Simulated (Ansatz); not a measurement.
# ScHO2: what the fields show

The calculation's input:

```
crystal:
  lattice:
    - [3.2335320624, 0.0, 0.0]
    - [-1.6167660312, 2.80032091, 0.0]
    - [0.0, 0.0, 9.062126]
  atoms:
    - { symbol: Sc, position: [0.0, 0.0, 0.5] }
    - { symbol: Sc, position: [0.0, 0.0, 0.0] }
    - { symbol: H, position: [0.66666667, 0.33333333, 0.75] }
    - { symbol: H, position: [0.33333333, 0.66666667, 0.25] }
    - { symbol: O, position: [0.66666667, 0.33333333, 0.615588] }
    - { symbol: O, position: [0.66666667, 0.33333333, 0.884412] }
    - { symbol: O, position: [0.33333333, 0.66666667, 0.115588] }
    - { symbol: O, position: [0.33333333, 0.66666667, 0.384412] }
basis:
  ecutwfc: 420
kpoints:
  mp_grid: { grid: [12, 12, 4] }
hamiltonian:
  xc: pbesol
scf:
  occupations: { method: gaussian, width: 0.02 }
output:
  forces: true
  stress: true
  eigenvalues: true
  write_density: true
  write_potential: true
  elf: true
  volumetric_format: npy
relax:
  adjacent_minimum: "off"
  f_tol: 0.005
  max_steps: 80
  cell: { stress_tol: 0.05 }
```

Command:

```sh
ansatz run input.yaml --threads 2 --pin off --max-ram 5120MiB --backend cpu --events-out ev --progress --plain --runs-dir out
```

Below, planes, directions and counts refer to the conventional cell (a = 3.19 Å, b = 3.19 Å, c = 8.98 Å, α = 90.00°, β = 90.00°, γ = 120.00°).

The fields are those of the relaxed geometry.

Space group P6₃/mmc; a structure from a database of computed crystals, not necessarily the ambient phase.

Computed with DFT PBEsol, scalar-relativistic, plane waves, PAW (Ansatz 0.2.0).

In a PAW calculation such maps are meaningful between the atoms, not at the nuclei.

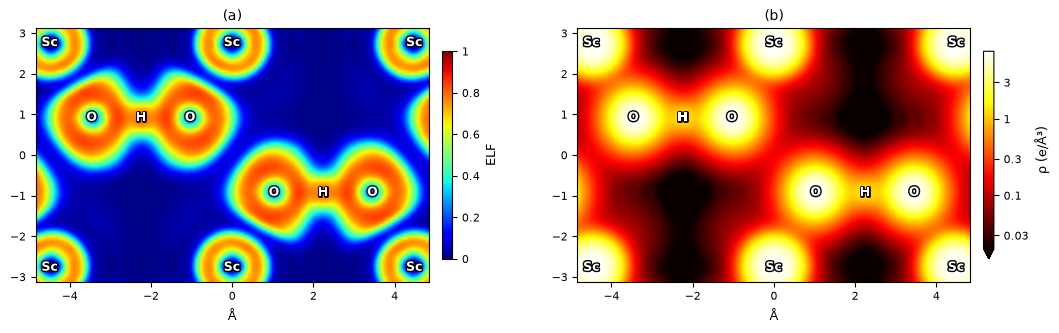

Figure 1. (a) electron localisation function; (b) valence electron density on the (110) plane of the conventional cell.

**Read the bonding off the picture.**

The section cuts through Sc, H and O sites. O–H (1.21 Å): ρ is about 2.2 e/Å³ halfway; the ELF peaks at about 0.85 between the atoms. Sc–O (2.11 Å): ρ at the midpoint is about 0.5 e/Å³; the ELF peaks at about 0.85 in the valence shell of O, 0.6 Å from its nucleus, and is about 0.15 at the midpoint; no localised pair shows between them. Between the atoms the lowest density in this plane is 0.01 e/Å³. The features right at Sc lie inside the PAW spheres, where the map follows smoothed inner orbitals and isn't to be read closely.

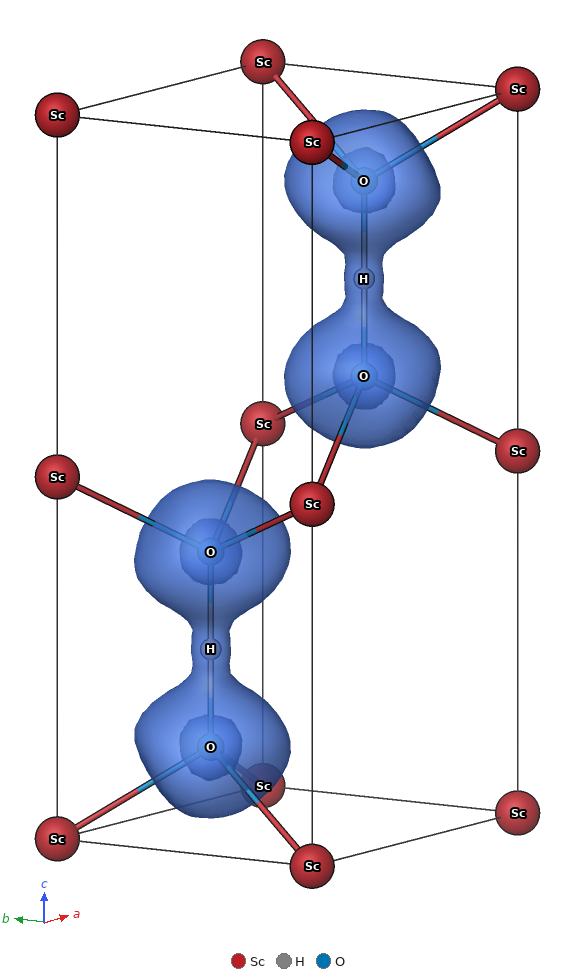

Figure 2. Isosurface of the ELF at 0.7 (blue), seen at an oblique angle. Core shells and regions of very low density are left out. Sticks mark near contacts.

**Identify the bonds, lone pairs and shells in this picture.**

The ELF exceeds this value in two joined regions spread over several atoms (H, O), in which their bonds and any lone pairs are merged, counted in one cell of 8 atoms. Regions shared between cells count once.

**Does the calculation make it a metal, or give it a gap?**

It is gapped, with a Kohn–Sham gap of 3.7 eV on the k-point mesh (the band edges may lie off the mesh, which would make the gap smaller).
